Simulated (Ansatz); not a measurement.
AlNi (slab)

Input file:

```
crystal:
  lattice:
    - [2.8327472907, 0.0, 0.0]
    - [0.0, 4.0061096373, 0.0]
    - [0.0, 0.0, 25.0152740932]
  atoms:
    - { symbol: Al, position: [0.5, 0.0, 0.2998168228] }
    - { symbol: Ni, position: [0.0, 0.5, 0.2998168228] }
    - { symbol: Al, position: [0.5, 0.5, 0.3798900937] }
    - { symbol: Ni, position: [0.0, 0.0, 0.3798900937] }
    - { symbol: Al, position: [0.5, 0.0, 0.4599633646] }
    - { symbol: Ni, position: [0.0, 0.5, 0.4599633646] }
    - { symbol: Al, position: [0.5, 0.5, 0.5400366354] }
    - { symbol: Ni, position: [0.0, 0.0, 0.5400366354] }
    - { symbol: Al, position: [0.5, 0.0, 0.6201099063] }
    - { symbol: Ni, position: [0.0, 0.5, 0.6201099063] }
    - { symbol: Al, position: [0.5, 0.5, 0.7001831772] }
    - { symbol: Ni, position: [0.0, 0.0, 0.7001831772] }
basis:
  ecutwfc: 420
kpoints:
  mp_grid: { grid: [12, 9, 1] }
hamiltonian:
  xc: lda
scf:
  occupations: { method: gaussian, width: 0.1 }
output:
  forces: true
  eigenvalues: true
  write_density: true
  write_potential: true
  elf: true
  volumetric_format: npy
relax:
  adjacent_minimum: "off"
  f_tol: 0.02
  max_steps: 60
efield:
  axis: 3
  dipole_correction: true
  ramp_width: 0.04
```

Launched as:

```sh
ansatz run input.yaml --threads 4 --pin off --max-ram 8192MiB --backend cpu --events-out ev --progress --plain --runs-dir out
```

The fields are those of the relaxed geometry.

Computed without spin polarisation.

The calculation used DFT LDA, scalar-relativistic, plane waves, PAW in Ansatz.

In a PAW calculation such maps are meaningful between the atoms, not at the nuclei.

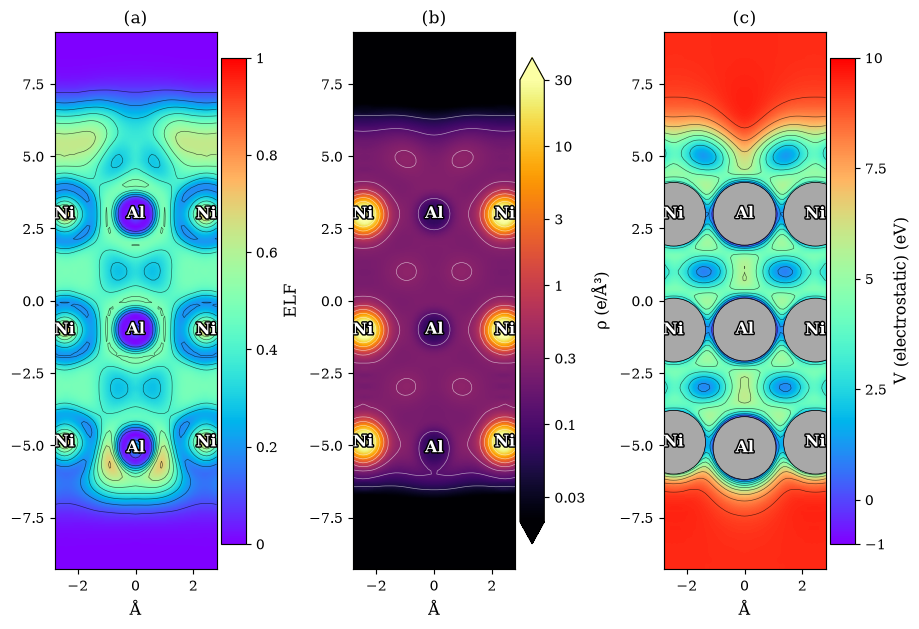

Figure 1. (a) electron localisation function; (b) valence pseudo-density; (c) electrostatic potential (local pseudopotential plus Hartree) felt by an electron on the (110) plane of the calculation cell, a cut from vacuum to vacuum. Grey discs cover the atomic cores in the potential map.

**What does the map show?**

The plane passes through Al and Ni nuclei.
Al–Ni (2.46 Å): ρ is about 0.32 e/Å³ halfway; the ELF peaks at about 0.60 between the atoms.
The density dies away to nearly zero in the vacuum.
The features right at Ni lie inside the PAW spheres, where the map follows smoothed inner orbitals and isn't to be read closely.
Outside the cores the potential energy rises away from the atoms and is highest in the vacuum; its zero is arbitrary.

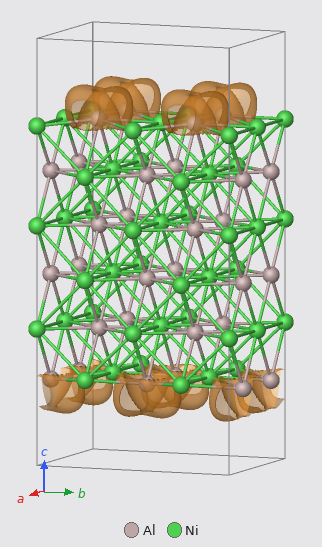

Figure 2. Isosurface of the ELF at 0.55 (orange), seen slightly off an axis. Only the valence region is drawn (cores and ρ < 0.01 e/Å³ removed). Sticks mark near contacts.

**What do the ELF domains correspond to?**

At this value the surface marks out channels that run through the cell in one direction, counted in one cell of 12 atoms. Counts are for one cell; the picture repeats the cell along the surface. Profiles from the grid: Al–Ni (2.36 Å): the ELF is about 0.40 at the midpoint. Ni–Ni (2.76 Å): the ELF is about 0.30 at the midpoint.

**Metal or insulator at this level of theory?**

It is metallic or semimetallic at this level of theory: no gap opens.
